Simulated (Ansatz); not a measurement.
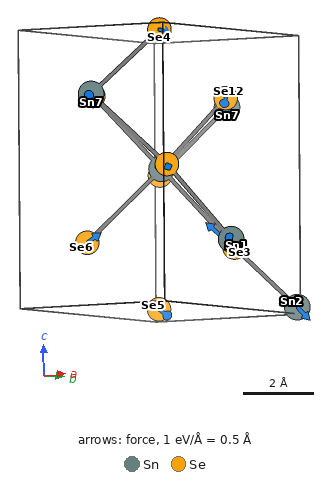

Starting geometry of a crystal of SnSe2 (built on the anatase type) with the computed forces as blue arrows. A ball-and-stick model of the cell of the calculation, reduced to other axes, seen from a free direction. Lengths and directions refer to the drawn axes.

Case: shaken.

Theory: DFT, PBEsol, plane waves, PAW (Ansatz 0.2.0).

The input:
```yaml
crystal:
  lattice:
    - [-2.8430684745, 2.89992033, 5.3378695734]
    - [2.7780953533, -2.8572596409, 5.2812096388]
    - [5.6541675191, 5.6825498518, -10.6308247867]
  atoms:
    - { symbol: Sn, position: [0.7408592931, 0.2345357106, 0.245820583] }
    - { symbol: Sn, position: [0.0329415637, 0.0102203921, 0.0251558929] }
    - { symbol: Se, position: [0.4737554233, 0.0057257511, 0.2340754927] }
    - { symbol: Se, position: [0.7673606159, 0.7580423308, -0.008477245] }
    - { symbol: Se, position: [0.2491210516, 0.2567141907, 0.0288748168] }
    - { symbol: Se, position: [0.9870871685, 0.4700622453, 0.2426550339] }
    - { symbol: Sn, position: [0.7553633164, 0.2565148895, 0.7572598863] }
    - { symbol: Sn, position: [-0.0117880015, 0.0048603962, 0.5133838198] }
    - { symbol: Se, position: [0.5190800198, 0.0502809288, 0.7677603804] }
    - { symbol: Se, position: [0.7392499664, 0.7586997388, 0.5078341005] }
    - { symbol: Se, position: [0.2238642185, 0.2636805891, 0.5119112174] }
    - { symbol: Se, position: [1.0332456199, 0.5102687614, 0.7706853018] }
kpoints:
  mp_grid: { grid: [4, 4, 4] }
hamiltonian:
  xc: pbesol
scf:
  occupations: { method: fermi_dirac, width: 0.05 }
relax:
  f_tol: 0.01
  cell: {}
  max_steps: 120
output:
  write_density: true
  write_potential: true
  elf: true
  volumetric_format: npy
```

> Is this structure relaxed? If not, where do the atoms go?

It isn't relaxed: the largest force vector, on Se3, is 2.31 eV/Å. The final displacements follow the starting forces only in part (cosine between the two patterns 0.36). The atom that moves furthest relative to the cell is Se12 (0.55 Å roughly along [1 3 −2]). Largest moves by element: Se 0.55 Å, Sn 0.54 Å. The volume changes by +1.7 %, with a 6.616 → 6.589 Å (−0.4 %), b 6.707 → 6.593 Å (−1.7 %), c 8.001 → 8.326 Å (+4.1 %), α 90.7° → 96.6°, β 91.0° → 96.6°, γ 105.7° → 102.2°. Among the contacts that change: Sn1–Se5 2.740 → 3.839 Å, Sn7–Se11 2.966 → 3.839 Å, Sn2–Se9 3.076 → 3.837 Å, Se3–Sn8 3.092 → 3.841 Å. Bonds break: Sn1–Se5 (2.74 → 3.84 Å). Among the angles between lasting bonds that change: Sn1–Se10–Sn7 177.9° → 144.5°, Se4–Sn7–Se10 175.9° → 144.4°, Sn2–Se6–Sn8 174.8° → 144.2°. The space group stays P1 (No. 1). The energy falls by 147 meV per atom in 14 accepted moves (15 points after the start). The largest force component goes from 2.2 to 0.008 eV/Å. The pressure goes from 1.03 to 0.01 GPa. At 1 point the geometry stayed and the basis and grid were re-selected for the new cell (energy shift of 0.3 meV per atom at most each time).
